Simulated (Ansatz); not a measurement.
System: AlNi, space group Cmmm (No. 65).

The given structure:
```
CELL_PARAMETERS angstrom
1.93869 -1.95319 0.00000
1.93869 1.95319 0.00000
0.00000 0.00000 3.09943
ATOMIC_POSITIONS crystal
Al 0.00000 0.00000 0.00000
Ni 0.50000 0.50000 0.50000
```

How it was computed, with Ansatz 0.2.0: one atom of a crystal moved over a plane, all else fixed, by plane-wave density functional theory with PAW datasets, free energies less that of the undisturbed cell. Level: PBEsol, no spin polarisation.

| setting | value |
| --- | --- |
| wave cutoff | 420 eV |
| k mesh | 18×18×16 |
| occupations | Gaussian |
| smearing width | 0.15 eV |
| k shift | (0, 0, 0) (mesh steps) |
| start | as given |
| moved atom | 2 |
| direction 1 | (0.7071, 0.7071, 0) (Cartesian unit vector) |
| direction 2 | (0, 0, 1) (Cartesian unit vector) |

Describe the result: the map of the energy change over displacement d2 and displacement d1. The grid: displacement d2 −0.45, −0.225, 0, 0.225, 0.45 Å; displacement d1 −0.45, −0.225, 0, 0.225, 0.45 Å.

At the origin the energy is lower than all eight neighbouring grid points, so a minimum lies at or close to the given structure. The energy change is least, 0.00 eV/cell, at displacement d2 of 0 Å and displacement d1 of 0 Å, and largest, 1.68 eV/cell, at displacement d2 of −0.45 Å and displacement d1 of −0.45 Å (and at equivalent points).

Energy change (eV/cell); rows displacement d1 (Å), columns displacement d2 (Å):
```
        -0.45  -0.225     0  0.225  0.45
 -0.45   1.68    0.85  0.57   0.85  1.68
-0.225   0.92    0.34  0.15   0.34  0.92
     0   0.66    0.16  0.00   0.16  0.66
 0.225   0.92    0.34  0.15   0.34  0.92
  0.45   1.68    0.85  0.57   0.85  1.68
```

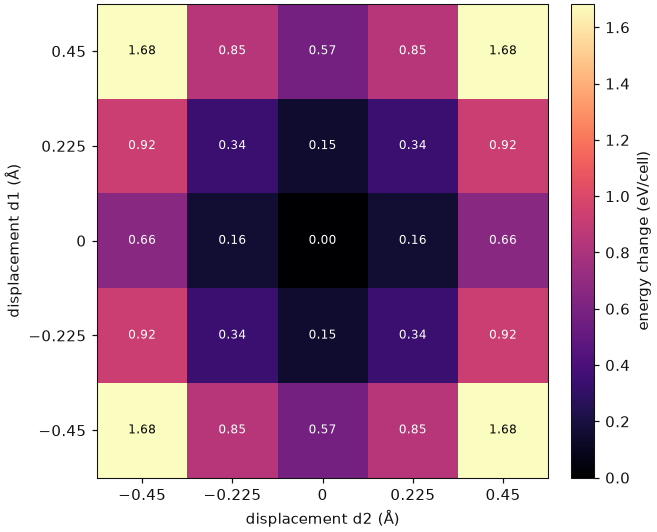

Caveats: no spin polarisation, a magnetic state may lie lower; reference crystal is not relaxed.
